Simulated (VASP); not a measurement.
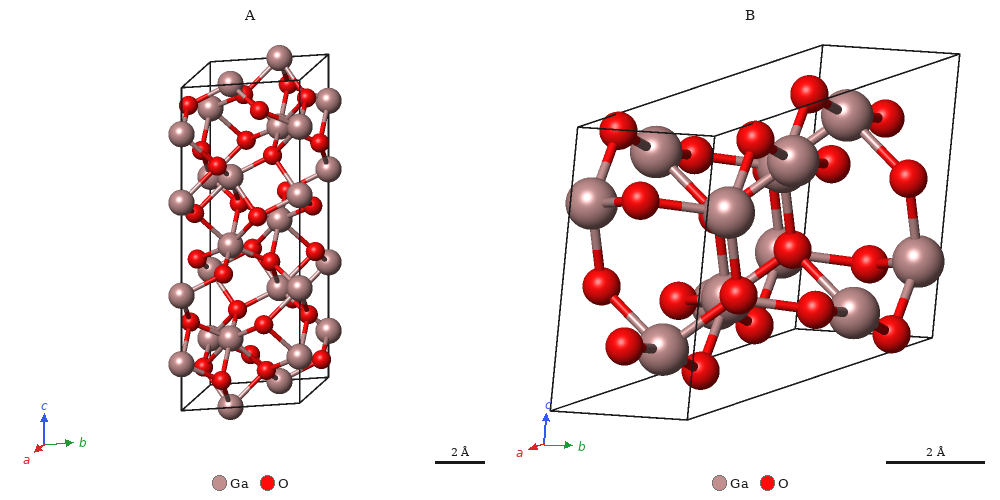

Two structures of Ga2O3, each relaxed (cell and atoms) at zero pressure; conventional cells in solid outline, small ones repeated, each panel with its own scale. Alike in all runs: VASP 6.6.1; functional PBE; dispersion D3(BJ); VASP's PAW PBE potentials, release 64 (Ga_d, O); cutoff 600 eV; occupations gaussian, width 0.03 eV; no spin polarisation; no spin-orbit coupling. The k meshes have like spacings.

Give the type and space group of each panel.

A: corundum, R-3c; B: 20 atoms a cell on a base-centred monoclinic lattice, C2/m.

Which of these is lowest in energy, and how far above it do the others lie?

B, then A (+12 meV/atom), static energies at zero smearing.

Could pressure favour another of these structures?

A is denser (9.9 against 10.8 Å³/atom), so pressure favours it. Setting PΔV equal to ΔE at fixed volumes gives a first estimate of 2.2 GPa for the crossing; compression of both forms, other phases and heat would move it.

Collect the results in a table.

| panel | space group | E − E(lowest) (meV/atom) | volume (Å³/atom) | gap (eV) |
| --- | --- | --- | --- | --- |
| B | C2/m | 0 | 10.8 | 2.12 |
| A | R-3c | 12 | 9.9 | 2.53 |

The starts are database entries or structure types tried for this composition, and the most stable form need not be among them. Approximate functionals can misorder forms that lie within a few tens of meV/atom, as they do the rutile and anatase forms of TiO₂. Gaps are the least found on the k-mesh, which misses some points of high symmetry; where the band edges lie there, the true gap is smaller, at times by an eV.

Caveat: semilocal functionals give gaps below the measured ones.
